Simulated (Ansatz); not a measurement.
## Electronic structure of BP in real space

Input file:

```
crystal:
  lattice:
    - [2.2945301761, 1.3247476148, 2.7936208214]
    - [-2.2945301761, 1.3247476148, 2.7936208214]
    - [0.0, -2.6494952296, 2.7936208214]
  atoms:
    - { symbol: B, position: [0.0932765405, 0.0932765405, 0.0932765405] }
    - { symbol: B, position: [0.9067234595, 0.9067234595, 0.9067234595] }
    - { symbol: P, position: [0.6837156401, 0.6837156401, 0.6837156401] }
    - { symbol: P, position: [0.3162843599, 0.3162843599, 0.3162843599] }
basis:
  ecutwfc: 420
kpoints:
  mp_grid: { grid: [12, 12, 12] }
hamiltonian:
  xc: pbe
scf:
  occupations: { method: gaussian, width: 0.1 }
output:
  forces: true
  stress: true
  eigenvalues: true
  write_density: true
  write_potential: true
  elf: true
  volumetric_format: npy
relax:
  adjacent_minimum: "off"
  f_tol: 0.01
  max_steps: 80
  cell: { stress_tol: 0.05 }
```

Command:

```sh
ansatz run input.yaml --threads 1 --pin off --max-ram 2560MiB --backend cpu --events-out ev --progress --plain --runs-dir out
```

Below, planes, directions and counts refer to the conventional cell (a = 4.58 Å, b = 4.58 Å, c = 8.34 Å, α = 90.00°, β = 90.00°, γ = 120.00°).

The fields are those of the relaxed geometry.

Space group R-3m; a structure generated by program, which may or may not match a known phase.

Method: DFT PBE, scalar-relativistic, plane waves, PAW in Ansatz 0.2.0.

The density is the valence pseudo-density of a PAW calculation; it isn't the true density close to the nuclei.

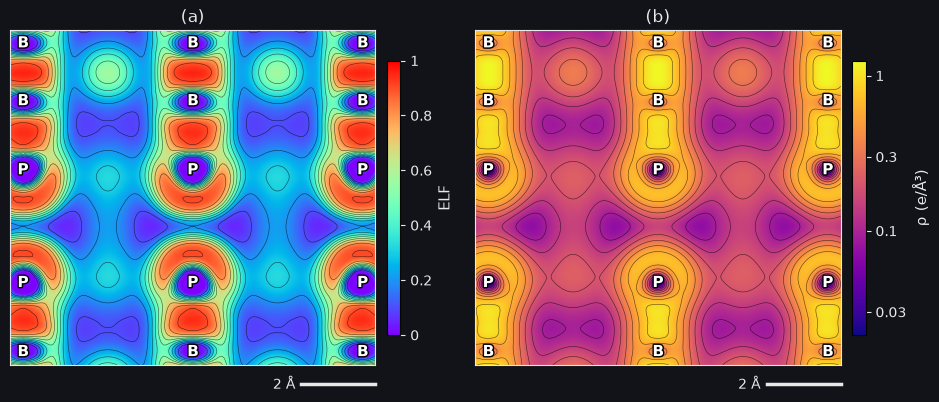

Figure 1. (a) electron localisation function; (b) valence charge density (pseudo) on the (100) plane of the conventional cell.

**Interpret the plot.**

Atoms in the plane: B and P. B–B (1.56 Å): ρ at the midpoint is about 1.2 e/Å³; the ELF peaks at about 0.95 between the atoms. B–P (1.87 Å): ρ is about 1 e/Å³ halfway; the ELF peaks at about 0.95 between the atoms. Between the atoms the lowest density in this plane is 0.07 e/Å³. The ELF also peaks beside P, away from the bonds: lone-pair regions.

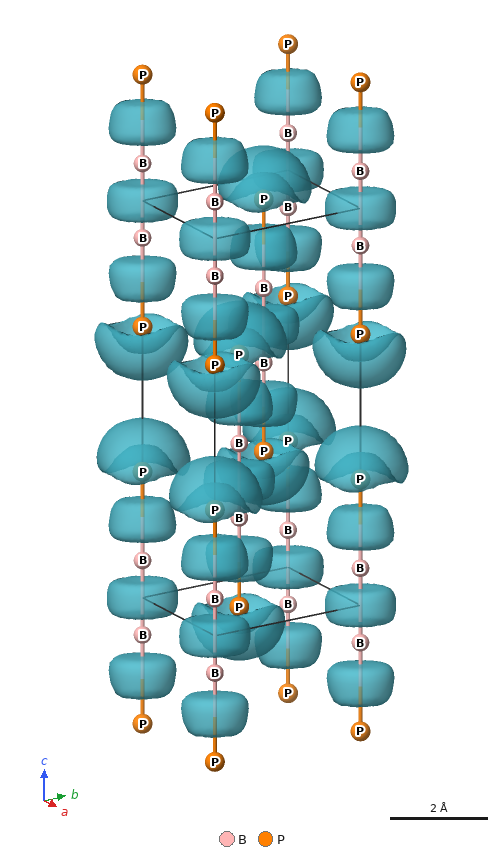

Figure 2. Isosurface of the electron localisation function at 0.75 (cyan), seen slightly off an axis. Core shells and regions of very low density are left out. Sticks mark near contacts.

**Where are the electrons localised?**

The surface consists of three regions between bonded B–B atoms, six regions between bonded B–P atoms and six regions wrapped around P (the valence shell of each), counted in one cell of 12 atoms. Regions shared between cells count once.

**Does the calculation give a band gap?**

It is metallic or semimetallic at this level of theory: no gap opens.
